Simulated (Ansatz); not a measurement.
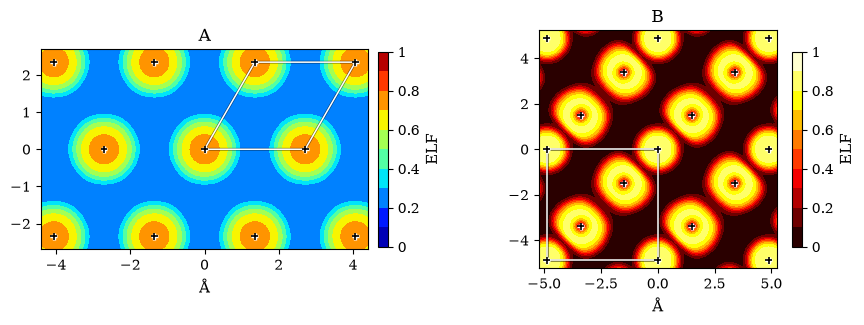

The ELF of 2 systems, each on a plane through atoms (crosses mark nuclei in the plane).

These are results of DFT PBE, scalar-relativistic, plane waves, PAW (Ansatz 0.2.0), not measurements.

System 1: HfO2, the (001) plane of the conventional cell. Space group P4₂/mnm; a structure from a database of computed crystals, not necessarily the ambient phase; PAW files of the earlier set (soft_1).

System 2: Rh, the (001) plane of the conventional cell. Space group P-1; a point of a scan over the structure, not its minimum; not relaxed (largest force 0.6 eV/Å); computed pressure about −4 GPa in this cell; computed without spin polarisation; PAW files of the earlier set (soft_1).

```yaml
crystal:
  lattice:
    - [-1.91505, 1.91505, 0.00000]
    - [0.00000, 1.91505, -1.91505]
    - [-8.52950, -7.25280, -7.89115]
  atoms:
    - { symbol: Rh, position: [0.19851, 0.33333, 0.90447] }
    - { symbol: Rh, position: [0.80149, 0.66667, 0.09553] }
    - { symbol: Rh, position: [0.91911, 0.00000, 0.74268] }
    - { symbol: Rh, position: [0.36030, 0.33333, 0.41911] }
    - { symbol: Rh, position: [0.63970, 0.66667, 0.58089] }
    - { symbol: Rh, position: [0.08089, 0.00000, 0.25732] }
```

Q: Match each panel to its system.

A: Panel A is system 2, Rh: the plane holds Rh. Rh–Rh (2.71 Å): the ELF is about 0.25 at the midpoint: no shared electron pair shows on this line. Panel B is system 1, HfO2: the plane holds Hf and O. Hf–O (2.11 Å): the ELF peaks at about 0.80 in the valence shell of O, 0.6 Å from its nucleus, and drops to about 0.20 between the two atoms: no shared electron pair shows on this line.
